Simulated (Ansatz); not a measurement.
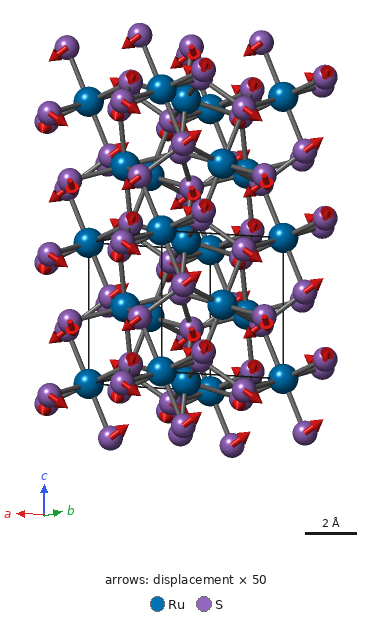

A relaxation of crystalline RuS2 (built on the database structure type). The starting structure is drawn; red arrows show the displacements (the part carried along by the change of the cell is left out), magnified 50 times.

A ball-and-stick model of the cell of the calculation, repeated 1 × 1 × 2 with one cell outlined, seen from a free direction.

Method: Ansatz 0.2.0, DFT, PBEsol, plane waves, PAW. Settings: plane-wave cutoff 420 eV; k-point mesh 4 × 4 × 4; occupations fermi dirac; smearing width 0.03 eV; no spin polarisation; cell and atoms relaxed; force threshold 0.01 eV/Å; at most 120 steps.

Atoms of which element are displaced furthest, and by how much?

Sulfur: up to 0.019 Å, against 0.000 Å for ruthenium.

What did the optimiser do to the structure, and how much energy did it gain?

After 3 accepted moves (4 points after the start) the energy has fallen by 8.2 meV per atom. The largest force component goes from 0.18 to 0.002 eV/Å. The pressure goes from −4.97 to 0.01 GPa. At 1 point the geometry stayed and the basis and grid were re-selected for the new cell (energy shift of 0.1 meV per atom at most each time). The largest moves relative to the cell, 0.019 Å, are those of S atoms. Ru stays in place. The drawn cell changes as follows: a = b = c 5.631 → 5.580 Å (−0.9 %); the volume changes by −2.7 %. Some distances before and after: Ru–S 2.360 → 2.335 Å, S–S 2.181 → 2.198 Å. The space group stays Pa-3 (No. 205). The run took 20 s on 1 × NVIDIA H100 80GB HBM3 with 2 threads of AMD EPYC 7R13 Processor (Zen 3), on a shared host, peak memory 1.3 GiB.
